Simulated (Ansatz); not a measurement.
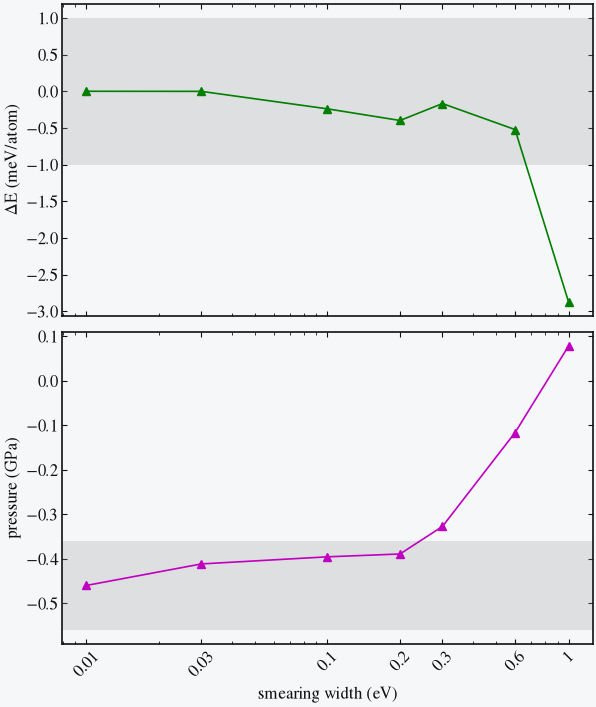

Convergence test: the smearing width is varied and all else is held.
Al (Fm-3m, 1 atom in the cell); Ansatz 0.2.0, DFT, r2SCAN, plane waves (500 eV) with PAW, scalar-relativistic; 14×14×14 k-mesh, Methfessel–Paxton smearing.
ΔE is the free energy less its value at the smallest setting, 0.01 eV.
Dashed lines or grey bands mark the tolerance: 1 meV/atom and 0.1 GPa.

What is enough for the free energy to 1 meV/atom?

Answer. The free energy is within 1 meV/atom of the smallest setting's value from 0.6 eV down. It is off by −2.9 meV/atom at 1 eV.

How does the pressure behave (tolerance 0.1 GPa)?

Answer. The pressure is within 0.1 GPa of the smallest setting's value from 0.2 eV down. The last step is larger than the one before, though, so the scan doesn't yet show a settled value. It is 0.08 GPa at 1 eV, −0.12 GPa at 0.6 eV, −0.33 GPa at 0.3 eV and −0.46 GPa at 0.01 eV.
